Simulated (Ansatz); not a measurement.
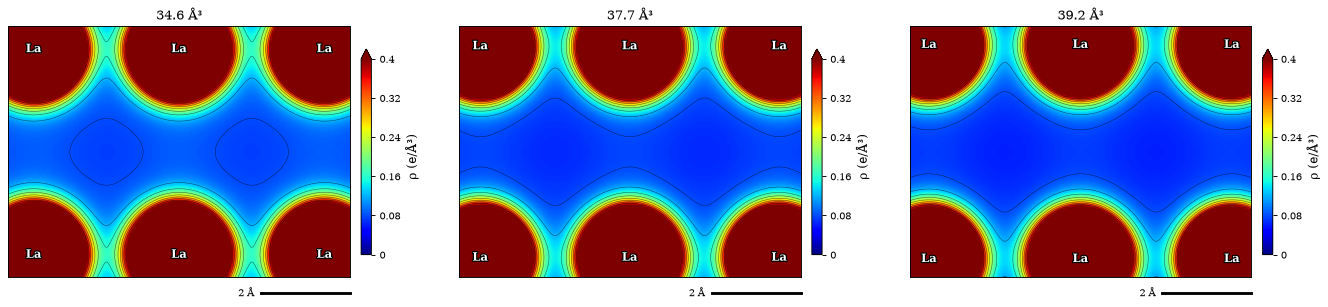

La. The valence charge density (pseudo) of cells scaled evenly to different volumes (given per atom above each panel), on the (101) plane of each (indices in the axes of the cell below), at one length scale and on one colour scale.

A generated structure, not necessarily the stable one; spin-polarised.

Computed with DFT, r2SCAN, plane waves (500 eV) with PAW, scalar-relativistic (Ansatz).

In a PAW calculation such maps are meaningful between the atoms, not at the nuclei.

The largest cell:

```yaml
crystal:
  lattice:
    - [3.48118, 0.00000, 0.00000]
    - [0.00000, 3.48118, 0.00000]
    - [0.00000, 0.00000, 3.48118]
  atoms:
    - { symbol: La, position: [0.00000, 0.00000, 0.00000] }
```

| volume (Å³/atom) | La–La contact in the plane (Å) | ρ at its midpoint (e/Å³) | pressure (GPa) | largest moment (μB) | 
| --- | --- | --- | --- | --- |
| 34.65 | 3.260 | 0.164 | 1.5 | 0.32 | 
| 36.16 | 3.307 | ? | ? | ? | 
| 37.67 | 3.352 | 0.144 | −0.3 | 0.43 | 
| 39.17 | 3.396 | 0.135 | −1.1 | 0.47 | 
| 42.19 | 3.481 | 0.121 | −2.3 | 0.53 | 

Question: What values belong in the row with question marks?

Answer: Over the known rows ln ρ falls by 1.38 per Å of La–La distance (a least-squares line), which gives 0.153 e/Å³ at 3.307 Å; the calculation gives 0.153 e/Å³. For the pressure, a straight line in volume between the neighbouring rows gives 0.6 GPa; the calculation gives 0.5. For the largest moment, a straight line in volume between the neighbouring rows gives 0.37 μB; the calculation gives 0.38.
